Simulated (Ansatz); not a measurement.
**Two runs on WS₂**

System: WS₂ (6 atoms in the cell).
Method of run A: DFT PBE, scalar-relativistic, plane waves, PAW, no spin polarisation (Ansatz 0.2.0).

The structure derives from an entry of the Crystallography Open Database. Text and figures count atoms from 1; the logs count them from 0 in places.

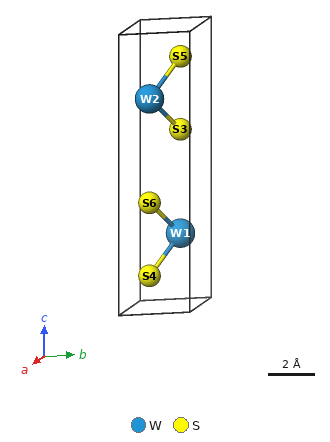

Figure 1. The structure (ball-and-stick view of the cell of the calculation, seen slightly off an axis; atoms are numbered from 1 in the order of the input).

The input, run A:
```yaml
crystal:
  lattice:
    - [3.1799996605, 0.0, 0.0]
    - [-1.5899998303, 2.75396049, 0.0]
    - [0.0, 0.0, 12.5]
  atoms:
    - { symbol: W, position: [0.3333333333, 0.6666666667, 0.25] }
    - { symbol: W, position: [0.6666666667, 0.3333333333, 0.75] }
    - { symbol: S, position: [0.3333333333, 0.6666666667, 0.62] }
    - { symbol: S, position: [0.6666666667, 0.3333333333, 0.12] }
    - { symbol: S, position: [0.3333333333, 0.6666666667, 0.88] }
    - { symbol: S, position: [0.6666666667, 0.3333333333, 0.38] }
basis:
  ecutwfc: 420
kpoints:
  mp_grid: { grid: [12, 12, 4] }
hamiltonian:
  xc: pbe
scf:
  occupations: { method: gaussian, width: 0.02 }
output:
  forces: true
  stress: true
  eigenvalues: true
  populations: true
```

Hardware: 1 thread of an x86-64 CPU, shared host.

Output, shortened to warnings, some set-up lines, iterations and results (run A):
```
Basis set: ecut = 420 eV, 2129 PW (Γ), exchange–correlation on 48×48×180 points (8 copies of the dense FFT grid, shifted against one another)
Symmetry: 24 space group operations
k-points: 57 of 576
Initial density: superposition of atomic densities (neutral atoms: chi_scale 0, normalization atom), corrected by the library's trained network
[...]
SCF iter   1: F=—  HF=-24382.669179 eV  |F-HF|=—  |Δ(HF+E_count)|=         —  Δρ=4.97e-3  dr2=1.20e-2  ethr=1.77e-3  ⟨swp⟩=6.4  Hψ=8489  notcnv=0
SCF iter   2: F=—  HF=-24382.675603 eV  |F-HF|=—  |Δ(HF+E_count)|=   6.42e-3  Δρ=2.76e-3  dr2=2.30e-3  ethr=2.30e-5  ⟨swp⟩=2.2  Hψ=3261  notcnv=0  defer=78
SCF iter   3: F=—  HF=-24382.679607 eV  |F-HF|=—  |Δ(HF+E_count)|=   4.00e-3  Δρ=1.04e-3  dr2=4.57e-4  ethr=4.41e-6  ⟨swp⟩=2.0  Hψ=2756  notcnv=0  defer=78
SCF iter   4: F=—  HF=-24382.680243 eV  |F-HF|=—  |Δ(HF+E_count)|=   6.36e-4  Δρ=7.26e-5  dr2=8.64e-6  ethr=8.78e-7  ⟨swp⟩=2.0  Hψ=2723  notcnv=0  defer=78
SCF iter   5: F=—  HF=-24382.680290 eV  |F-HF|=—  |Δ(HF+E_count)|=   4.69e-5  Δρ=1.65e-5  dr2=3.06e-7  ethr=1.66e-8  ⟨swp⟩=2.0  Hψ=2595  notcnv=0  defer=78
SCF iter   6: F=-24382.680290 eV  HF=-24382.680290 eV  |F-HF|=2.92e-8  |Δ(HF+E_count)|=   1.03e-7  Δρ=5.81e-6  dr2=4.27e-8  ethr=1.92e-10  ⟨swp⟩=8.7  Hψ=7797  notcnv=0
SCF 1 converged in 6 iterations: F = -24382.680290 eV  dr2 = 4.27e-8
SCF converged after 6 iterations
Free energy (F): -24382.680290 eV
Harris-Foulkes:  -24382.680290 eV  (|F-HF|=2.92e-8)
Internal energy: -24382.680290 eV  (E = F + TS)
E sigma→0 (E₀):  -24382.680290 eV
Fermi energy:    11.601115 eV
--- Per-component energies (eV) ---
  E_band       = -391.334832
  E_kinetic    = 1325.509147
  E_local      = -3460.140984  (includes V_loc(G=0)·N_el)
  E_nonlocal   = 114.407659
  E_hartree    = 1362.778146
  E_xc         = -921.929153
  E_vxc        = -826.959274  (∫ρ·V_xc dr)
  E_paw        = -19525.760155  (= ΣΔE_a)
  E_vpaw       = -269.709113  (= ΣTr[D̂ρ^β])
  E_aug_tail   = -0.000110  (compensation charges beyond the density's cutoff)
  E_ewald      = -3277.544841
  E_smearing   = -0.000000  (= −TS)
  E_closure    = 0.000000  (closes the sum)
  Σ components = -24382.680290   (vs F -24382.680290, Δ=0.00e0)
--- Forces (eV/Å), atoms counted from 1 ---
  atom   1  W      0.00000000    -0.00000000    -0.00000000
  atom   2  W      0.00000000     0.00000000     0.00000000
  atom   3  S      0.00000000    -0.00000000     1.05722042
  atom   4  S     -0.00000000     0.00000000     1.05722042
  atom   5  S      0.00000000    -0.00000000    -1.05722042
  atom   6  S      0.00000000     0.00000000    -1.05722042
  max |Σ_I F_I| component: 2.31e-18 eV/Å
--- Stress (GPa, compression-positive) ---
       -2.046712       0.000000      -0.000000
        0.000000      -2.046712      -0.000000
       -0.000000      -0.000000      -6.966321
  P = ⅓ Tr σ = -3.6866 GPa (-36.866 kbar)
--- Löwdin populations: 6 sites ---
  site symbol       q [e]
     0      W     13.5072
     1      W     13.5072
     2      S      6.1319
     3      S      6.1319
     4      S      6.1319
     5      S      6.1319
  spilling = 0.008806 (of n_electrons = 52.000000)
```

The input of run B differs as follows (lines with − go, lines with + come):
```diff
-    - [3.1799996605, 0.0, 0.0]
-    - [-1.5899998303, 2.75396049, 0.0]
-    - [0.0, 0.0, 12.5]
+    - [3.0667916726, 0.0, 0.0]
+    - [-1.5333958363, 2.6559194966, 0.0]
+    - [0.0, 0.0, 12.055]
-  xc: pbe
+  xc: lda
-  populations: true
```

How does run B compare with run A?

The total energies belong to different methods, so their difference says nothing on which is more stable or more accurate. The gap on the mesh goes from 0.99 to 0.81 eV. The pressure goes from −3.69 to 6.89 GPa. The largest force goes from 1.057 to 0.354 eV/Å. The volume per atom goes from 18.24 to 16.36 Å³. The functional changes from PBE to LDA. The SCF takes 7 iterations against 6. The plane waves at Γ go from 2129 to 1889.

Output, shortened to warnings, some set-up lines, iterations and results (run B):
```
Basis set: ecut = 420 eV, 1889 PW (Γ)
Symmetry: 24 space group operations
k-points: 57 of 576
Initial density: superposition of atomic densities (neutral atoms: chi_scale 0, normalization atom), corrected by the library's trained network
[...]
SCF iter   1: F=—  HF=-23743.311310 eV  |F-HF|=—  |Δ(HF+E_count)|=         —  Δρ=1.01e-2  dr2=1.35e-1  ethr=1.77e-3  ⟨swp⟩=6.7  Hψ=8716  notcnv=0
SCF iter   2: F=—  HF=-23743.288614 eV  |F-HF|=—  |Δ(HF+E_count)|=   2.27e-2  Δρ=4.25e-3  dr2=8.59e-3  ethr=2.60e-4  ⟨swp⟩=2.7  Hψ=2882  notcnv=0  defer=85
SCF iter   3: F=—  HF=-23743.287812 eV  |F-HF|=—  |Δ(HF+E_count)|=   8.02e-4  Δρ=2.33e-3  dr2=2.94e-3  ethr=1.65e-5  ⟨swp⟩=1.7  Hψ=1919  notcnv=0  defer=85
SCF iter   4: F=—  HF=-23743.287472 eV  |F-HF|=—  |Δ(HF+E_count)|=   3.39e-4  Δρ=3.14e-4  dr2=1.54e-4  ethr=5.66e-6  ⟨swp⟩=2.6  Hψ=2582  notcnv=0  defer=85
SCF iter   5: F=—  HF=-23743.287457 eV  |F-HF|=—  |Δ(HF+E_count)|=   1.56e-5  Δρ=5.26e-5  dr2=4.66e-6  ethr=2.97e-7  ⟨swp⟩=2.0  Hψ=2322  notcnv=0  defer=85
SCF iter   6: F=—  HF=-23743.287455 eV  |F-HF|=—  |Δ(HF+E_count)|=   1.92e-6  Δρ=9.91e-6  dr2=1.30e-7  ethr=8.97e-9  ⟨swp⟩=2.0  Hψ=2703  notcnv=0  defer=85
SCF iter   7: F=-23743.287455 eV  HF=-23743.287455 eV  |F-HF|=6.69e-10  |Δ(HF+E_count)|=   2.37e-8  Δρ=1.60e-6  dr2=2.57e-9  ethr=1.92e-10  ⟨swp⟩=9.2  Hψ=7842  notcnv=0
SCF 1 converged in 7 iterations: F = -23743.287455 eV  dr2 = 2.57e-9
SCF converged after 7 iterations
Free energy (F): -23743.287455 eV
Harris-Foulkes:  -23743.287455 eV  (|F-HF|=6.69e-10)
Internal energy: -23743.287455 eV  (E = F + TS)
E sigma→0 (E₀):  -23743.287455 eV
Fermi energy:    13.219387 eV
--- Per-component energies (eV) ---
  E_band       = -318.965955
  E_kinetic    = 1347.798686
  E_local      = -3337.803553  (includes V_loc(G=0)·N_el)
  E_nonlocal   = 131.033687
  E_hartree    = 1331.020060
  E_xc         = -922.560368
  E_vxc        = -838.364728  (∫ρ·V_xc dr)
  E_paw        = -18895.422326  (= ΣΔE_a)
  E_vpaw       = -283.668808  (= ΣTr[D̂ρ^β])
  E_aug_tail   = -0.000135  (compensation charges beyond the density's cutoff)
  E_ewald      = -3398.532601
  E_core_change = 1.179096  (= ΣΔE_core)
  E_smearing   = -0.000000  (= −TS)
  E_closure    = -0.000000  (closes the sum)
  Σ components = -23743.287455   (vs F -23743.287455, Δ=0.00e0)
--- Forces (eV/Å), atoms counted from 1 ---
  atom   1  W     -0.00000000    -0.00000000    -0.00000000
  atom   2  W     -0.00000000     0.00000000     0.00000000
  atom   3  S     -0.00000000    -0.00000000    -0.35410491
  atom   4  S     -0.00000000     0.00000000    -0.35410491
  atom   5  S      0.00000000    -0.00000000     0.35410491
  atom   6  S      0.00000000     0.00000000     0.35410491
  max |Σ_I F_I| component: 5.55e-17 eV/Å
--- Stress (GPa, compression-positive) ---
        8.138449       0.000000      -0.000000
       -0.000000       8.138449      -0.000000
       -0.000000      -0.000000       4.393461
  P = ⅓ Tr σ = 6.8901 GPa (68.901 kbar)
```

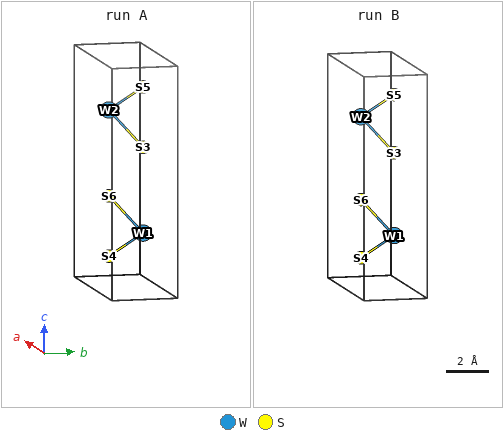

Figure 2. The two input geometries at one scale (ball-and-stick view of the cell of the calculation, seen at an oblique angle). The atoms keep their places relative to the cell (all moves are under 0.005 Å). The volume changes by −10.3 %, with a = b 3.180 → 3.067 Å (−3.6 %), c 12.500 → 12.055 Å (−3.6 %). Among the contacts that change: W1–S4 2.452 → 2.365 Å.

The two runs side by side:

| quantity | run A | run B |
| --- | --- | --- |
| outcome | converged | converged |
| free energy per atom (eV) | −4063.7800 | −3957.2146 |
| gap on the mesh (eV) | 0.99 | 0.81 |
| pressure (GPa) | −3.69 | 6.89 |
| volume per atom (Å³) | 18.24 | 16.36 |
| largest force (eV/Å) | 1.057 | 0.354 |
| SCF iterations | 6 | 7 |
| irreducible k-points | 57 | 57 |
| plane waves at Γ | 2129 | 1889 |
| wall time (shared host) | 7.8 s | 6.3 s |

For both runs: Spin–orbit coupling is left out, which matters for W. For run B: The cell is under a pressure of 6.9 GPa at this level, so it is not at its equilibrium volume.
